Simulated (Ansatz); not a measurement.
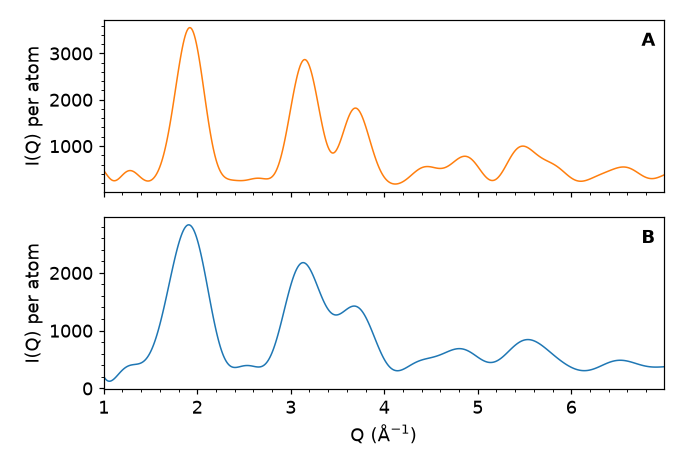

X-ray scattering of spheres cut from the crystal structure of Pd (Fd-3m, a = 5.618 Å, b = 5.618 Å, c = 5.618 Å, α = 90.00°, β = 90.00°, γ = 90.00°), calculated atom by atom with the Debye equation (B = 0.5 Å², no relaxation of the surface). Structure used: the end point of a relaxation with DFT, LDA (PW92), plane waves (420 eV) with PAW, scalar-relativistic (Ansatz); the starting structure was generated, so it need not be a known form of this composition.

**The spheres are 14 and 20 Å across. Which curve is which?**

curve A: 20 Å (167 atoms); curve B: 14 Å (71 atoms). Peak widths go roughly as 2π/D, so the largest sphere has the sharpest peaks.

**Index the main peaks of the largest sphere.**

Q ≈ 1.92 Å⁻¹: 111; Q ≈ 3.15 Å⁻¹: 220; Q ≈ 3.69 Å⁻¹: 311; Q ≈ 4.86 Å⁻¹: 331; Q ≈ 5.48 Å⁻¹: 422; Q ≈ 6.56 Å⁻¹: 531.
